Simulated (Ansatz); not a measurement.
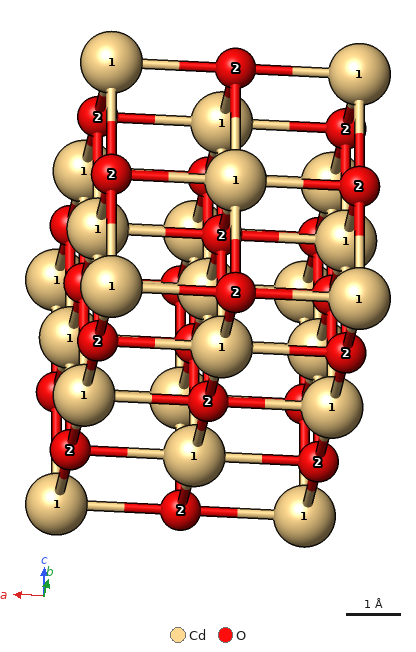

The starting point is solid CdO (set up in Fm-3m). The picture is a ball-and-stick view of the conventional cell (4 times the calculation's cell), repeated 1 × 2 × 1 with one cell outlined, seen from a free direction. Lengths and directions refer to the drawn axes.

Computed with DFT, PBE, PAW with Ansatz's default frozen-core files, scalar-relativistic (Ansatz 0.2.0). Settings: plane-wave cutoff 420 eV; k-point mesh 11 × 11 × 11; occupations fermi dirac; smearing width 0.02 eV; no spin polarisation.

The variant: All lengths are scaled by −1.7 % (volume −5.0 %), the atoms keeping their fractional coordinates. No relaxation follows.

### What does the calculation give for the changed structure?

Energy change: +43.0 meV per atom. The pressure goes from 6.3 to 15.3 GPa. All forces vanish by symmetry. Some distances before and after: Cd–O 2.348 → 2.308 Å. The space group stays Fm-3m (No. 225).

The changed structure in the same view:

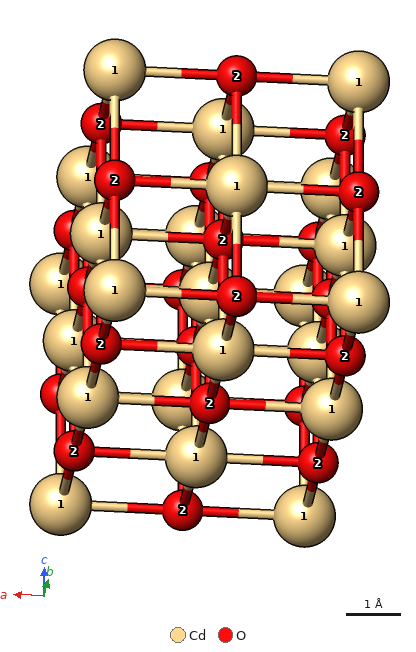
